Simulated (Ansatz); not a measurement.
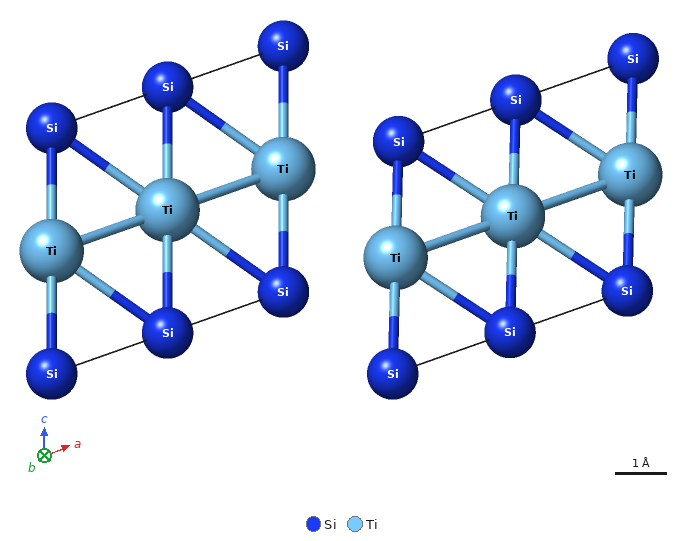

Two geometries of crystalline TiSi (set up in R-3m), drawn at one scale. One is the start of a relaxation, the other its converged end. Style: ball-and-stick. Shown: the cell of the calculation, along the b axis.

All numbers below come from Ansatz, DFT r2SCAN, scalar-relativistic, plane waves, PAW. Set-up: plane-wave cutoff 500 eV; k-point mesh 8 × 8 × 8; occupations gaussian; smearing width 0.1 eV; no spin polarisation; cell and atoms relaxed; force threshold 0.015 eV/Å; at most 60 steps.

### Which of the two is the end point?

The right one is the relaxed one. Case: 4 of 8 Ti sites taken by Si, cell and atoms relaxed. The atoms keep their places relative to the cell (all moves are under 0.005 Å). The volume changes by −4.0 %, with a = b 5.602 → 5.672 Å (+1.2 %), c 5.602 → 5.393 Å (−3.7 %), α 60.0° → 58.3°, β 60.0° → 58.3°. Among the contacts that change: Si–Ti 2.801 → 2.696 Å, Ti–Ti 2.801 → 2.836 Å. Bond angles that change, for instance: Ti–Si–Ti 60.0° → 63.5°, Ti–Si–Ti 120.0° → 116.5°. The space group stays R-3m (No. 166). The energy falls by 52.9 meV per atom in 3 accepted moves (4 points after the start). All forces vanish by symmetry, so only the cell relaxes. Pressure: −6.39 GPa at the start and 0.01 GPa at the end. At 1 point the geometry stayed and the basis and grid were re-selected for the new cell (energy shift of 0.2 meV per atom at most each time).
